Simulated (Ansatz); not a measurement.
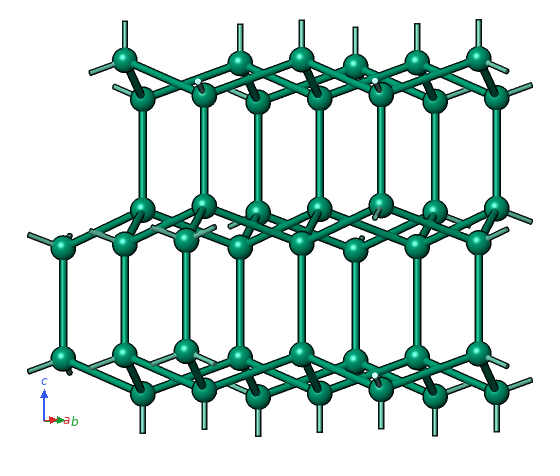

The picture shows a finite piece of the underlying net of a crystal structure, nodes on the atoms' positions. Nodes are coloured by topological kind. Short stubs are edges that leave the cut-out.

Q: What net is this?

A: A uninodal 4-connected, three-periodic net. It is the lon net, known from lonsdaleite, wurtzite and tridymite.

Q: Give point symbol and coordination sequence.

A: 6^6, sequence 4, 12, 25, 44, 67, 96.

The net was derived as follows. SiC (space group P6_3mc, No. 186). Coordinates: coordinates from a relaxation with Ansatz 0.2.0, DFT, LDA, plane waves, PAW. Bonds are taken as C–Si below 2.1 Å. Simplification: prune 0- and 1-connected atoms, fold 2-connected ones into links. Si and C are 4-connected nodes.
